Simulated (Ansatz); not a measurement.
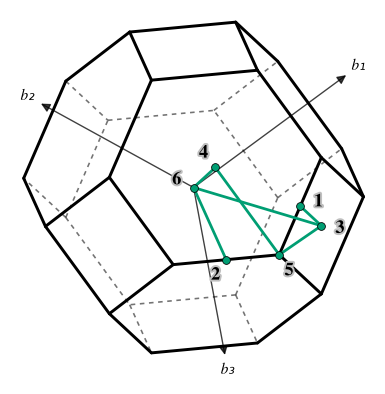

Crystal: HgSe, a calculation's input that goes back to an entry of the Crystallography Open Database (an earlier step may have relaxed or displaced it). The first Brillouin zone of a face-centred cubic lattice (cF; extended symbol cF2) is drawn with its special points numbered. Geometry calculated from the standardised cell; symmetry tolerance 0.002 Å.

a = 6.072 Å, b = 6.072 Å, c = 6.072 Å, α = 90.00°, β = 90.00°, γ = 90.00°.

Labels and path follow the convention of Hinuma et al. (2017), as computed by seekpath; the arrows show the directions of the reciprocal primitive vectors b₁, b₂, b₃, in which coordinates are given.

Give the label and coordinates of each numbered point.

| no. | label | coordinates |
| --- | --- | --- |
| 1 | U | (5/8, 1/4, 5/8) |
| 2 | K | (3/8, 3/8, 3/4) |
| 3 | X | (1/2, 0, 1/2) |
| 4 | L | (1/2, 1/2, 1/2) |
| 5 | W | (1/2, 1/4, 3/4) |
| 6 | Γ | (0, 0, 0) |
